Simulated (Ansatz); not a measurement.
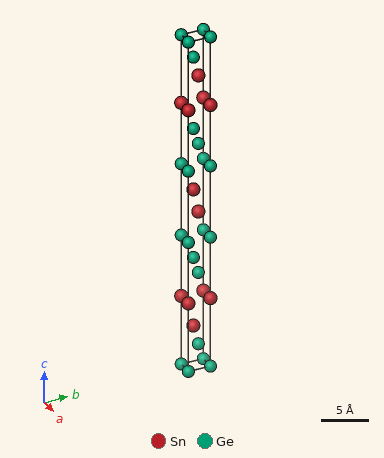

An orthographic spheres-only view of the structure, slightly off an axis. The lines enclose the conventional unit cell; boundary atoms appear with their images. Cell: a = 3.30 Å, b = 3.30 Å, c = 36.88 Å, α = 90.00°, β = 90.00°, γ = 120.00°.

The starting point was a structure type filled with these elements by a generator (whether the compound takes this form wasn't checked). Earlier steps of the study may have refined or changed the cell and positions. It went into a calculation with Ansatz.

### State composition, symmetry and coordination.

Composition: Sn2Ge3. The atoms follow space group R-3m (No. 166); the Bravais lattice is rhombohedral (trigonal R). In the cell are 6 Sn, 9 Ge, which makes 3 formula units.

Setup: DFT PBE, scalar-relativistic, plane waves, PAW in Ansatz 0.2.0; wavefunction cutoff 420 eV, k-points about 0.18 Å⁻¹ apart, Gaussian smearing of 0.1 eV, no spin polarisation.

### Is the electronic structure metallic or gapped?

A metal: bands cross the Fermi level.

### Give the Bader charge of each element.

Sn +0.07 e; Ge -0.07 to -0.01 e.

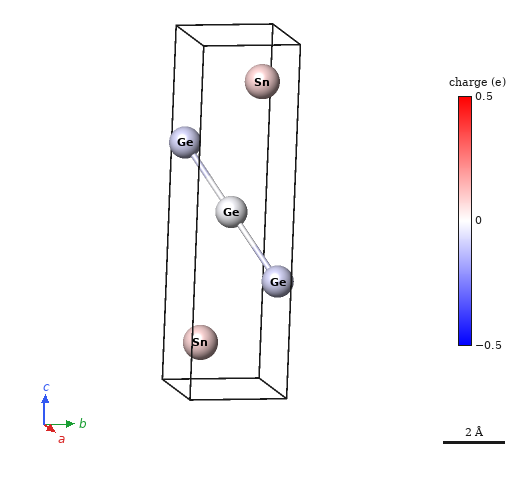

The atoms coloured by those charges. The run's cell of 5 atoms is drawn in a reduced setting, so axes and origin can differ from the first picture.

### Is the structure in equilibrium?

Yes. All forces vanish to within 0.01 eV/Å. The pressure is 0.0 GPa, close to zero.
